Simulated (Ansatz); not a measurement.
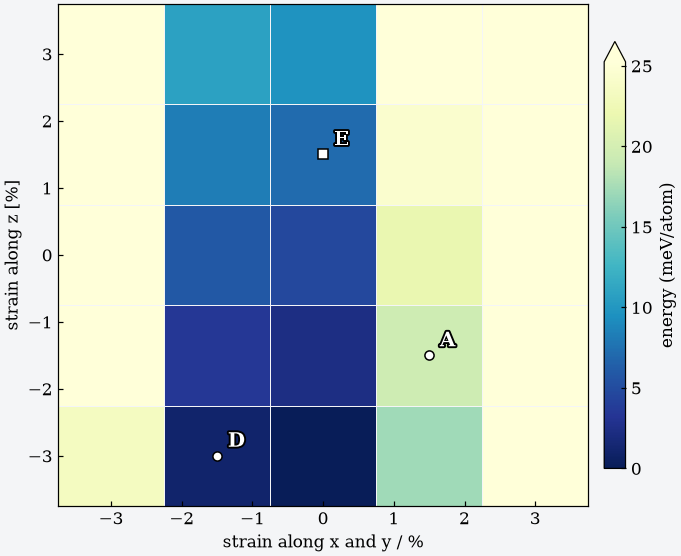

ZnO (P6_3/mmc, No. 194; 4 atoms in the cell). The cell is strained homogeneously, by one strain along x and y and another along z, with fractional coordinates fixed (x along [1 0 0], z along [0 0 1] of the conventional cell). Coordinates scanned: (1) strain along x and y; (2) strain along z. The scan uses a 5 × 5 grid. Points are written as (first, second). Energies are in meV/atom, from the lowest grid point. The D3 coefficients switch with the coordination numbers inside this range, which puts artificial structure into the map. The reference cell is the one listed in the database, not relaxed at this level. Theory: DFT PBE+D3(BJ), scalar-relativistic, plane waves, PAW (Ansatz). Settings: cutoff 420 eV, k-mesh 9×9×4 in the order of the run's cell vectors, gaussian smearing 0.05 eV, no spin polarisation.

In the figure: one coloured cell a grid point, one colour for all values above the top of the scale, lettered points.

Q: Rank the lettered points by energy, lowest first.

A: D (1.0 meV/atom), E (7.2 meV/atom), A (19.5 meV/atom).
